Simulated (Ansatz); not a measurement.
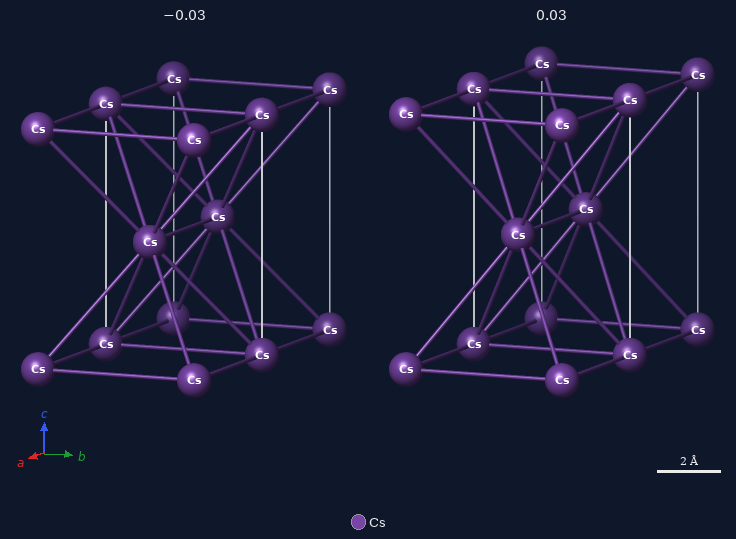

Solid Cs (set up in I4/mmm), under strain along c alone (the other axes held, atoms fixed by symmetry), with energies (extrapolated to zero smearing) counted from the relaxed crystal, which is the row at zero. The picture shows the first and the last member. A ball-and-stick model of the cell of the calculation, repeated 2 × 1 × 1 with one cell outlined, seen slightly off an axis.

Computed with Ansatz 0.2.0: DFT PBE, scalar-relativistic, plane waves, PAW. Set-up: plane-wave cutoff 420 eV; k-point mesh 8 × 8 × 6; occupations gaussian; smearing width 0.1 eV; no spin polarisation.

```csv
strain,energy (meV/atom),a (Å),c (Å)
−0.03,0.37,5.411,7.740
−0.02,0.07,5.411,7.820
−0.01,−0.05,5.411,7.900
0.0,0.00,5.411,7.980
0.01,?,?,?
0.02,0.58,5.411,8.139
0.03,1.12,5.411,8.219
```

Estimate the missing row from the others, and compare with the calculation.

A parabola through three neighbouring rows (0.0, 0.02, 0.03) gives, with Lagrange weights, (0.3333)(0.00) + (1.0000)(0.58) + (−0.3333)(1.12) = 0.21 meV/atom. The calculation gives 0.21 meV/atom (a = 5.411 Å, c = 8.059 Å). The estimate is right to the digits shown. From the first member to the last: Cs–Cs 5.442 → 5.615 Å.

The whole series:

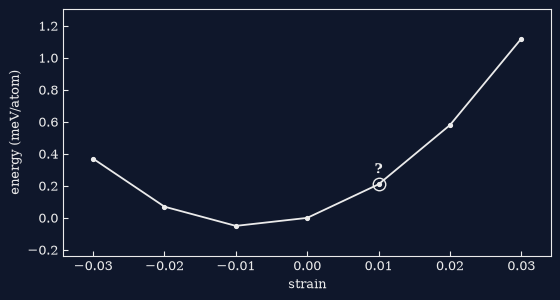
